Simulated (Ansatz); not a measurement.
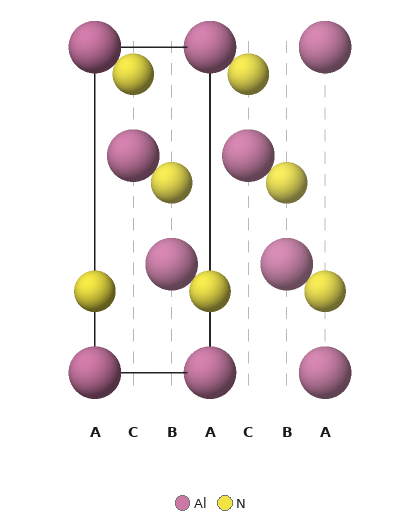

Projection along an edge of the hexagonal mesh, stacking direction [111] upwards. The dashed lines mark the three columns A (0, 0), B (1/3, 2/3) and C (2/3, 1/3). The box is the hexagonal cell of the face-centred cubic lattice. The sequence starts with the first layer at or above the cell's origin.

System AlN (space group F-43m, No. 216); source of the atomic positions: the input geometry of an electronic-structure calculation (not necessarily at equilibrium).

### Read off the stacking sequence over one period.

Al(A) – N(A) – Al(B) – N(B) – Al(C) – N(C) (six layers in 7.57 Å).

### How are the N layers alone stacked?

N layers alone: ABC, the cubic close-packed type.

### Which positions between or in the N layers do the other atoms fill?

Al: three tetrahedral sites in each hexagonal cell.

### What short polytype symbol fits?

Polytype symbol 3C, the symbol of a tetrahedral polytype (number of double layers in the repeat and lattice).

Heights of the layers:

```csv
layer,atoms (column),height (Å),to next (Å)
1,Al(A),0.00,1.89
2,N(A),1.89,0.63
3,Al(B),2.52,1.89
4,N(B),4.41,0.63
5,Al(C),5.05,1.89
6,N(C),6.94,0.63
```
